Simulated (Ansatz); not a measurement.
Ir (slab)

```yaml
crystal:
  lattice:
    - [2.71487, 0.00000, 0.00000]
    - [0.00000, 2.71487, 0.00000]
    - [0.00000, 0.00000, 24.59850]
  atoms:
    - { symbol: Ir, position: [0.50000, 0.50000, 0.30490] }
    - { symbol: Ir, position: [0.00000, 0.00000, 0.38294] }
    - { symbol: Ir, position: [0.50000, 0.50000, 0.46098] }
    - { symbol: Ir, position: [0.00000, 0.00000, 0.53902] }
    - { symbol: Ir, position: [0.50000, 0.50000, 0.61706] }
    - { symbol: Ir, position: [0.00000, 0.00000, 0.69510] }
```

Not relaxed (largest force 1.0 eV/Å).

All numbers below come from Ansatz, Kohn-Sham DFT of a periodic cell, PBE, Ansatz PAW.

Q: Predict the valence pseudo-density and electron localisation function between the atoms.

A: Ir–Ir (2.71 Å): ρ at the midpoint is about 0.44 e/Å³; the ELF is about 0.35 at the midpoint.

Q: Does the calculation make it a metal, or give it a gap?

A: It is gapless in this calculation (a metal or semimetal).

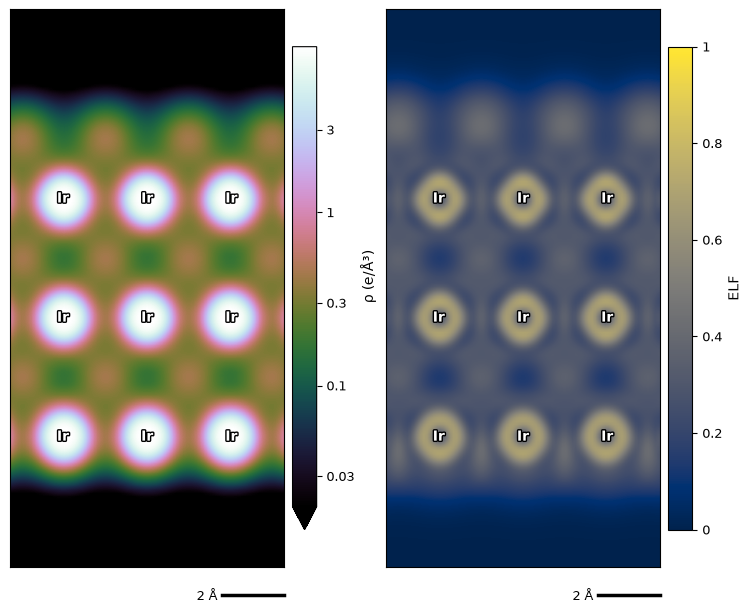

Computed valence pseudo-density and electron localisation function on the (010) plane of the calculation cell, a cut from vacuum to vacuum, in this order. 

In a PAW calculation such maps are meaningful between the atoms, not at the nuclei.
